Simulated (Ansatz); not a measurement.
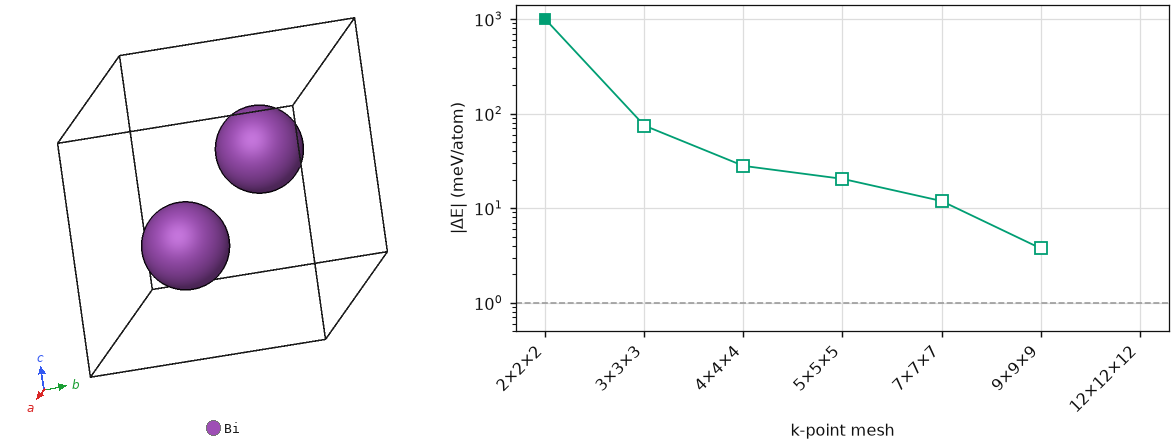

Beside the plot: the structure.

Scan of the k-point mesh.
Bi (R-3m, 2 atoms in the cell); DFT, LDA (PW92), plane waves (420 eV) with PAW, scalar-relativistic (Ansatz 0.2.0); Fermi–Dirac smearing of 0.1 eV.
ΔE is the free energy less its value at the densest setting, 12×12×12.
Dashed lines or grey bands mark the tolerance: 1 meV/atom.
On logarithmic panels, open markers lie below the reference value and filled ones above.

**From which setting is the free energy converged to 1 meV/atom?**

The free energy at the last setting but one, 9×9×9, is still more than 1 meV/atom from the densest setting's value, so the scan doesn't show it converged. It is off by 990 meV/atom at 2×2×2, 20 meV/atom at 5×5×5 and 3.8 meV/atom at 9×9×9 (on both sides of it).
